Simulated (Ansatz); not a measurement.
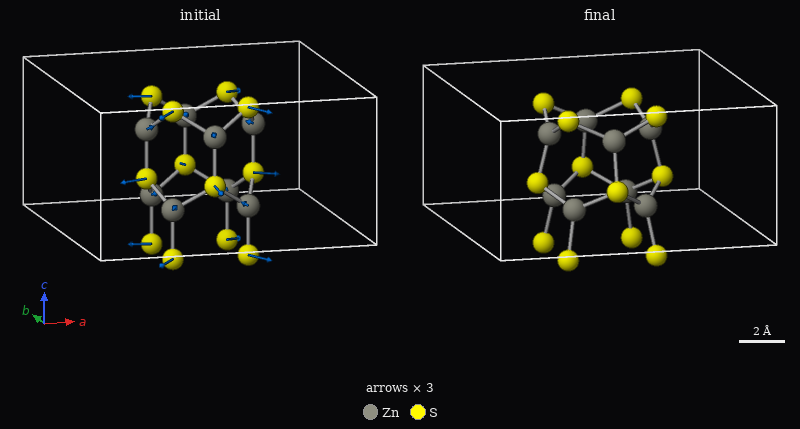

The structure of a wire of composition ZnS before (left) and after (right) a relaxation, at one scale. The blue arrows give the displacements (the part carried along by the change of the cell is left out), magnified 3 times.

A ball-and-stick model of the cell of the calculation, with the vacuum cut short, seen slightly off an axis.

Case: (4,0) tube.

These are results of DFT PBE, scalar-relativistic, plane waves, PAW in Ansatz, not measurements.

The input:
```yaml
crystal:
  lattice:
    - [13.4, 0.0, 0.0]
    - [0.0, 13.7, 0.0]
    - [0.0, 0.0, 6.7308990642]
  atoms:
    - { symbol: Zn, position: [0.6846238381, 0.5, 0.6666666667] }
    - { symbol: Zn, position: [0.5, 0.6805809804, 0.6666666667] }
    - { symbol: Zn, position: [0.6305487679, 0.6276900358, 0.1666666667] }
    - { symbol: Zn, position: [0.3153761619, 0.5, 0.6666666667] }
    - { symbol: Zn, position: [0.3694512321, 0.6276900358, 0.1666666667] }
    - { symbol: Zn, position: [0.5, 0.3194190196, 0.6666666667] }
    - { symbol: Zn, position: [0.3694512321, 0.3723099642, 0.1666666667] }
    - { symbol: Zn, position: [0.6305487679, 0.3723099642, 0.1666666667] }
    - { symbol: S, position: [0.6305487679, 0.6276900358, 0.8333333333] }
    - { symbol: S, position: [0.6846238381, 0.5, 0.3333333333] }
    - { symbol: S, position: [0.3694512321, 0.6276900358, 0.8333333333] }
    - { symbol: S, position: [0.5, 0.6805809804, 0.3333333333] }
    - { symbol: S, position: [0.3694512321, 0.3723099642, 0.8333333333] }
    - { symbol: S, position: [0.3153761619, 0.5, 0.3333333333] }
    - { symbol: S, position: [0.6305487679, 0.3723099642, 0.8333333333] }
    - { symbol: S, position: [0.5, 0.3194190196, 0.3333333333] }
basis:
  ecutwfc: 420
kpoints:
  mp_grid: { grid: [1, 1, 7] }
hamiltonian:
  xc: pbe
scf:
  occupations: { method: gaussian, width: 0.05 }
output:
  forces: true
  stress: true
  eigenvalues: true
  populations: true
  write_density: true
  write_potential: true
  elf: true
  volumetric_format: npy
relax:
  adjacent_minimum: "off"
  f_tol: 0.02
  max_steps: 45
  cell: { fix: [a, b, alpha, beta, gamma], stress_tol: 0.03 }
```

Run as
```bash
ansatz run input.yaml --threads 4 --pin off --max-ram 11264MiB --backend cpu --events-out ev --progress --plain --runs-dir out
```

> What changed between the two?

The largest moves relative to the layer's centre, 0.42 Å, are those of 8 atoms (S9, S10, S11, S12 and others). By element the largest moves are S 0.42 Å, Zn 0.14 Å. Along the periodic axis the drawn cell goes c 6.731 → 6.347 Å (−5.7 %). Near-neighbour distances that change, for instance: Zn1–S15 2.201 → 2.278 Å, Zn1–S10 2.244 → 2.282 Å. Bond angles that change, for instance: S10–Zn8–S16 105.3° → 127.7°, Zn1–S10–Zn3 120.6° → 106.1°, Zn3–S10–Zn8 105.3° → 93.2°. The energy falls by 3.382 eV per cell of the calculation in 4 accepted moves (5 points after the start). Largest force component: 1.7 eV/Å at the start, 0.011 eV/Å at the end. The SCF was repeated once at an unchanged geometry on a basis and grid sized afresh for the cell, which shifted the energy by 6.6 meV per cell of the calculation at most.
